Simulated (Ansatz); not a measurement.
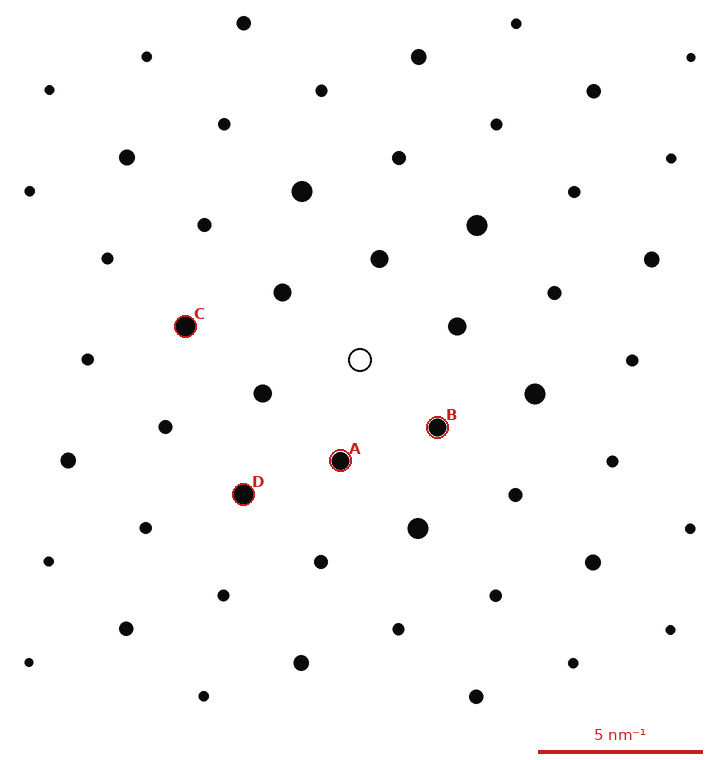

Simulated selected-area electron diffraction pattern (200 kV, kinematic approximation, thin crystal, B = 0.3 Å² for all atoms). The zone axis points towards the electron source and the pattern is seen from the source side.

Crystal: Yb, space group P6_3/mmc (No. 194), a = 3.68 Å, c = 6.04 Å (hexagonal axes). Structure: coordinates from a relaxation at fixed volume with DFT PBE, spin-orbit coupling, plane waves, PAW in Ansatz 0.2.0; the starting structure was generated, so it need not be a known form of this composition.

Spot A is indexed -1 0 0 and spot B 0 -1 0.

Q: Index the other marked spots.

A: C = A − 2B = -1 2 0 (d = 1.841 Å). D = 2A − B = -2 1 0 (d = 1.841 Å).

Q: Which zone axis is this?

A: The cross product of A and B is parallel to [001]; every spot obeys hu + kv + lw = 0.

Q: What are the spacings of A and B and the angle between them?

A: d(A) = 3.188 Å, d(B) = 3.188 Å, and the angle is 60.0°.
